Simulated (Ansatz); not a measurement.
**A series of single points on BN**

System: BN (4 atoms in the cell).
Method: DFT PBE, scalar-relativistic, plane waves, PAW, no spin polarisation (Ansatz 0.2.0).

The 9 runs differ only in the geometry, by a strain of the cell at fixed fractional positions. Against run 5, the strain is εxx = η and εyy = η. The structure derives from a Materials Project entry.

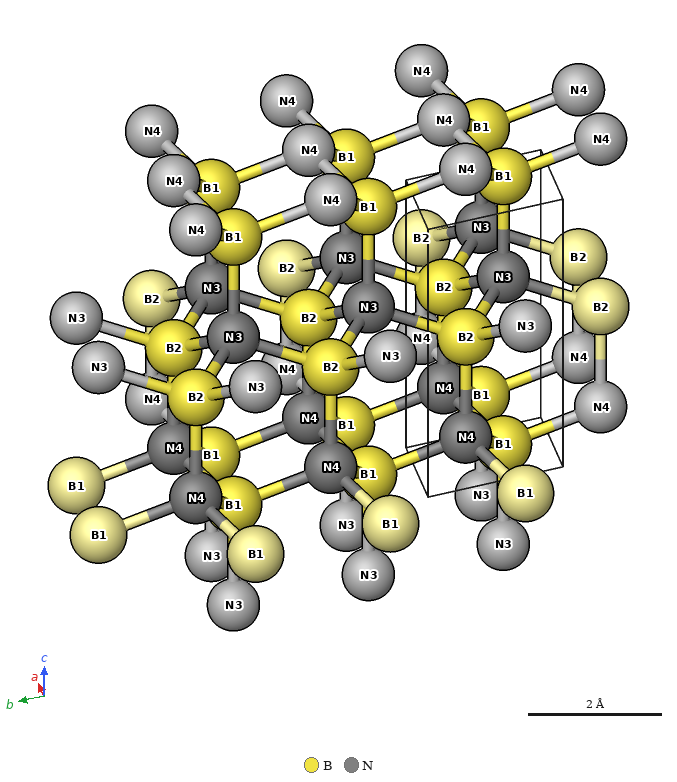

Figure 1. The structure of run 5 (ball-and-stick view of the cell of the calculation, repeated 2 × 3 × 1, seen at an oblique angle; neighbours outside the cell are drawn fainter; atoms are numbered from 1 in the order of the input).

**Input of run 5**
```yaml
crystal:
  lattice:
    - [2.5667092997, 0.0, 0.0]
    - [-1.2833546499, 2.2228354577, 0.0]
    - [0.0, 0.0, 4.226855]
  atoms:
    - { symbol: B, position: [0.6666666667, 0.3333333333, 0.999724] }
    - { symbol: B, position: [0.3333333333, 0.6666666667, 0.499724] }
    - { symbol: "N", position: [0.6666666667, 0.3333333333, 0.625276] }
    - { symbol: "N", position: [0.3333333333, 0.6666666667, 0.125276] }
basis:
  ecutwfc: 420
kpoints:
  mp_grid: { grid: [12, 12, 6] }
hamiltonian:
  xc: pbe
scf:
  occupations: { method: gaussian, width: 0.05 }
output:
  forces: true
  stress: true
  eigenvalues: true
```

Command:
```bash
ansatz run input.yaml --threads 1 --pin off --max-ram 2560MiB --backend cpu --events-out ev --progress --plain --runs-dir out
```

Lattice vectors (Å) and fractional positions of run 5:
```
   2.566709    0.000000    0.000000
  -1.283355    2.222835    0.000000
   0.000000    0.000000    4.226855
B   0.666667  0.333333  0.999724
B   0.333333  0.666667  0.499724
N   0.666667  0.333333  0.625276
N   0.333333  0.666667  0.125276
```

Run 6 differs from it as follows:
```diff
-    - [2.5667092997, 0.0, 0.0]
-    - [-1.2833546499, 2.2228354577, 0.0]
+    - [2.5794789977, 0.0, 0.0]
+    - [-1.2897394989, 2.2338943405, 0.0]
```

**Results, with one run withheld**

```tsv
run	strain parameter η (%)	free energy per atom, from the lowest run given (meV)	pressure (GPa)	gap on the mesh (eV)
1	−2.4876	15.95	16.28	5.07
2	−1.9900	8.52	11.90	5.11
3	−1.4925	3.31	7.73	5.15
4	−0.9950	0.19	3.75	5.18
5	0.0000	0.00	−3.65	5.24
6	0.4975	?	?	?
7	0.9950	7.37	−10.36	5.30
8	1.2438	10.32	−11.94	5.32
9	1.4925	13.69	−13.48	5.33
```

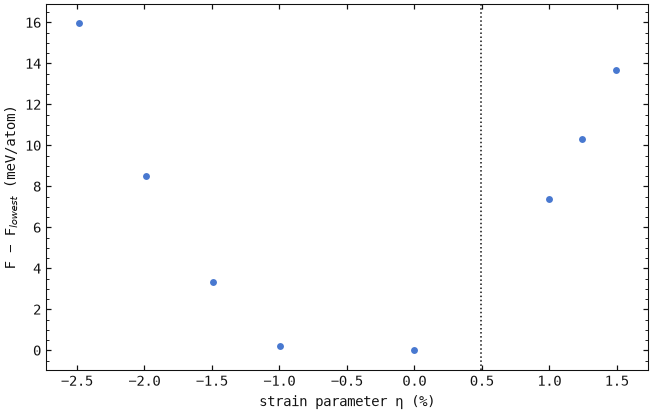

Figure 2. Free energy per atom of the runs given; the dotted line marks run 6.

Estimate the energy of run 6 from the others.

A cubic polynomial in the coordinate, fitted to the 8 runs given, misses them by at most 0.01 meV per atom. With x = η + 0.4042, it reads F = −0.86534 + 0.57618 x + 3.9368 x² − 0.1023 x³ (meV per atom). At run 6 it gives 2.78 meV per atom, and the run itself gives 2.79. The fit has its minimum at η = −0.4772 %. The gap on the mesh goes, without turning, from 5.07 eV in run 1 to 5.33 eV in run 9; run 6 has 5.27 eV. These are gaps of this functional on this mesh, which can miss the band edges; they aren't the measured gap.

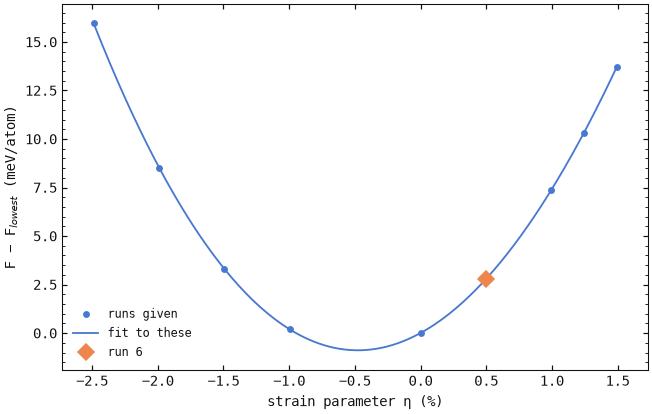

Figure 3. The fit and the withheld run.

**Output, shortened to warnings, some set-up lines, iterations and results (run 6)**
```
Basis set: ecut = 420 eV, 465 PW (Γ), exchange–correlation on 36×36×60 points (8 copies of the dense FFT grid, shifted against one another)
Symmetry: 12 space group operations
k-points: 76 of 864 (time reversal used)
Initial density: superposition of atomic densities (neutral atoms: chi_scale 0, normalization atom), corrected by the library's trained network
[...]
SCF iter   1: F=—  HF=-1084.467874 eV  |F-HF|=—  |Δ(HF+E_count)|=         —  Δρ=2.47e-3  dr2=7.76e-4  ethr=1.77e-3  ⟨swp⟩=5.3  Hψ=4837  notcnv=0
SCF iter   2: F=—  HF=-1084.467982 eV  |F-HF|=—  |Δ(HF+E_count)|=   1.08e-4  Δρ=9.15e-4  dr2=9.96e-5  ethr=4.85e-6  ⟨swp⟩=2.2  Hψ=2112  notcnv=0
SCF iter   3: F=—  HF=-1084.468076 eV  |F-HF|=—  |Δ(HF+E_count)|=   9.32e-5  Δρ=4.46e-4  dr2=1.46e-5  ethr=6.22e-7  ⟨swp⟩=2.9  Hψ=1615  notcnv=0
SCF iter   4: F=—  HF=-1084.468115 eV  |F-HF|=—  |Δ(HF+E_count)|=   3.91e-5  Δρ=5.19e-5  dr2=3.06e-7  ethr=9.13e-8  ⟨swp⟩=2.0  Hψ=1449  notcnv=0
SCF iter   5: F=-1084.468115 eV  HF=-1084.468115 eV  |F-HF|=4.47e-9  |Δ(HF+E_count)|=   4.78e-7  Δρ=7.87e-6  dr2=7.09e-9  ethr=1.91e-9  ⟨swp⟩=2.0  Hψ=1520  notcnv=0
SCF iter   6: F=-1084.468115 eV  HF=-1084.468115 eV  |F-HF|=2.18e-10  |Δ(HF+E_count)|=   7.14e-9  Δρ=8.53e-7  dr2=6.09e-11  ethr=4.43e-11  ⟨swp⟩=1.7  Hψ=2756  notcnv=0
SCF 1 converged in 6 iterations: F = -1084.468115 eV  dr2 = 6.09e-11
SCF converged after 6 iterations
Free energy (F): -1084.468115 eV
Harris-Foulkes:  -1084.468115 eV  (|F-HF|=2.18e-10)
Internal energy: -1084.468115 eV  (E = F + TS)
E sigma→0 (E₀):  -1084.468115 eV
Fermi energy:    13.479986 eV
--- Per-component energies (eV) ---
  E_band       = 47.587072
  E_kinetic    = 367.837576
  E_local      = -358.569175  (includes V_loc(G=0)·N_el)
  E_nonlocal   = 112.717493
  E_hartree    = 100.743017
  E_xc         = -186.067673
  E_vxc        = -231.378639  (∫ρ·V_xc dr)
  E_paw        = -412.557898  (= ΣΔE_a)
  E_vpaw       = -44.506420  (= ΣTr[D̂ρ^β])
  E_aug_tail   = 0.000202  (compensation charges beyond the density's cutoff)
  E_ewald      = -708.571656
  E_smearing   = -0.000000  (= −TS)
  E_closure    = -0.000000  (closes the sum)
  Σ components = -1084.468115   (vs F -1084.468115, Δ=0.00e0)
--- Forces (eV/Å), atoms counted from 1 ---
  atom   1  B     -0.00000000    -0.00000000     0.03018561
  atom   2  B      0.00000000     0.00000000     0.03018561
  atom   3  N      0.00000000     0.00000000    -0.03018429
  atom   4  N     -0.00000000    -0.00000000    -0.03018429
  max |Σ_I F_I| component: 2.64e-6 eV/Å
--- Stress (GPa, compression-positive) ---
       -9.824301      -0.000000      -0.000000
       -0.000000      -9.824301       0.000000
       -0.000000       0.000000      -1.625560
  P = ⅓ Tr σ = -7.0914 GPa (-70.914 kbar)
```
